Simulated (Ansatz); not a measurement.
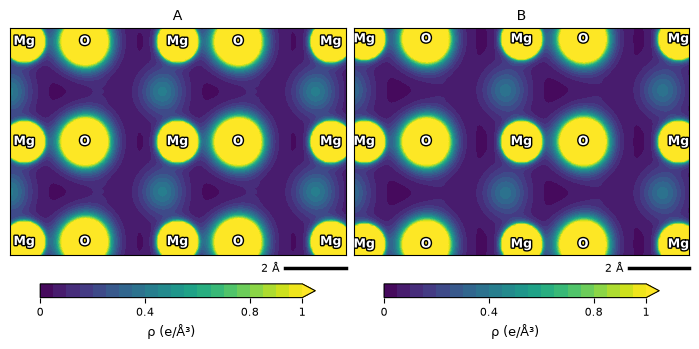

MgO. The valence pseudo-density of two cells that differ in size, on the (11̄0) plane of each (indices in the axes of the calculation cell), at one length scale and on one colour scale; one has 11.8 and the other 12.7 Å³ an atom.

Theory: DFT, HSE06, plane waves, PAW (Ansatz 0.2.0).

The density is the valence pseudo-density of a PAW calculation; it isn't the true density close to the nuclei.

The larger cell:

```yaml
crystal:
  lattice:
    - [3.37042, 0.00000, 0.00000]
    - [-1.68521, 2.91887, 0.00000]
    - [0.00000, 0.00000, 5.16023]
  atoms:
    - { symbol: Mg, position: [0.33333, 0.66667, 0.99109] }
    - { symbol: Mg, position: [0.66667, 0.33333, 0.49109] }
    - { symbol: O, position: [0.33333, 0.66667, 0.38391] }
    - { symbol: O, position: [0.66667, 0.33333, 0.88391] }
```

The smaller cell: a = 3.288 Å, b = 3.288 Å, c = 5.034 Å, α = 90.00°, β = 90.00°, γ = 120.00°.

> Which is the denser cell? Describe the effect of the change.

Panel A is the smaller cell, by 7 % in volume. From the larger cell to the smaller, Mg–O goes from 2.03 to 1.99 Å, and the density at its midpoint from 0.41 to 0.44 e/Å³; the pressure goes from −8 to 0.0 GPa; the Kohn–Sham gap goes from 4.7 eV to 5.2 eV.
